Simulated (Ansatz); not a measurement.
**TaSi$_{2}$: density, localisation and related maps**

```yaml
crystal:
  lattice:
    - [2.95143, 0.00000, 0.00000]
    - [-1.47571, 2.55601, 0.00000]
    - [0.00000, 0.00000, 6.16799]
  atoms:
    - { symbol: Ta, position: [0.00000, 0.00000, 0.00000] }
    - { symbol: Si, position: [0.33333, 0.66667, 0.34053] }
    - { symbol: Si, position: [0.66667, 0.33333, 0.65947] }
```

Space group P-3m1; a structure generated by program, which may or may not match a known phase; computed without spin polarisation.

Computed with Ansatz 0.2.0, DFT PBE, scalar-relativistic, plane waves, PAW.

The density is the valence pseudo-density of a PAW calculation; it isn't the true density close to the nuclei.

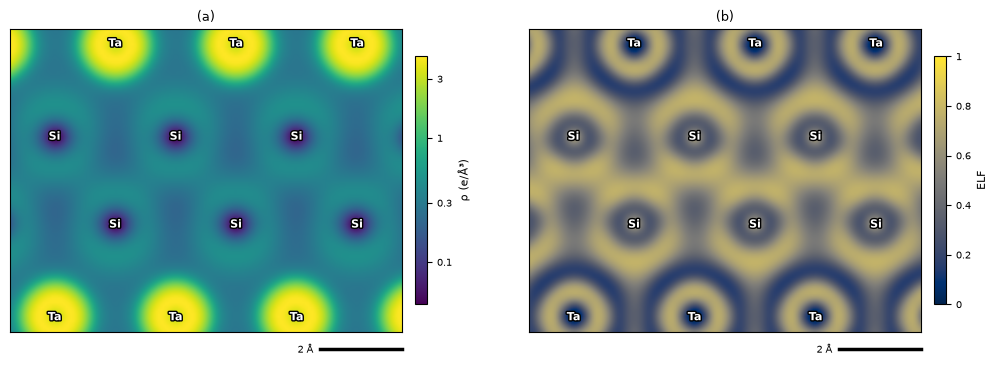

Figure 1. (a) valence charge density (pseudo); (b) electron localisation function on the (011) plane of the conventional cell.

What do the fields say about this system?

The section cuts through Ta and Si sites.
Ta–Si (2.70 Å): ρ is about 0.33 e/Å³ halfway; the ELF peaks at about 0.75 in the valence shell of Si, 0.9 Å from its nucleus, and is about 0.35 at the midpoint.
Ta–Ta (2.95 Å): the density is about 0.29 e/Å³ at the midpoint; the ELF is about 0.35 at the midpoint.
Between the atoms the lowest density in this plane is 0.21 e/Å³.
The features right at Ta lie inside the PAW spheres, where the map follows smoothed inner orbitals and isn't to be read closely.

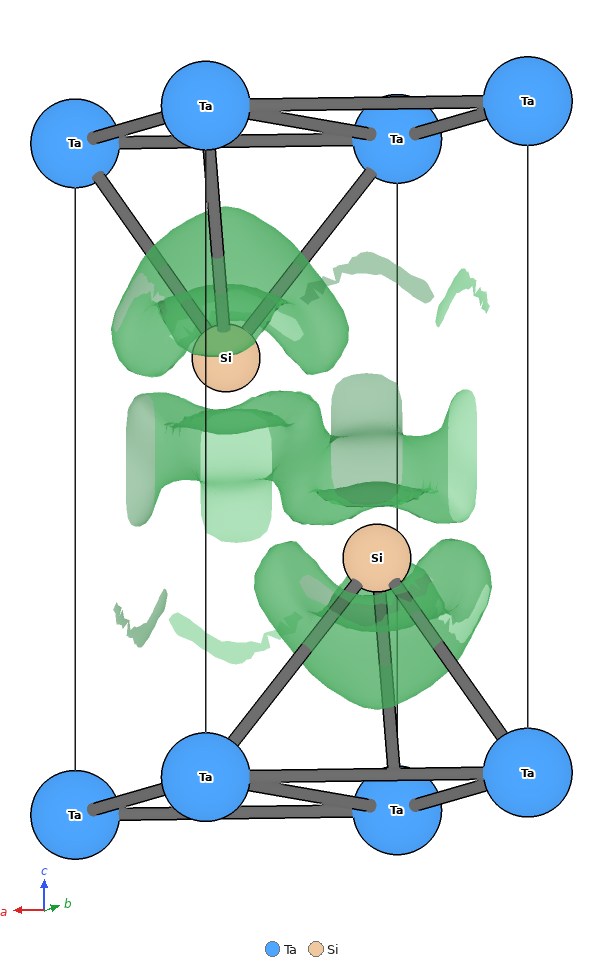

Figure 2. Isosurface of the ELF at 0.65 (green), seen at an oblique angle. Core shells and regions of very low density are left out. Sticks mark near contacts.

Describe the localisation domains.

At this value the surface marks out two regions wrapped around Si (the valence shell of each) and sheets that run through the cell in two directions, counted in one cell of 3 atoms. Regions shared between cells count once.

Metal or insulator at this level of theory?

It is gapless in this calculation (a metal or semimetal).
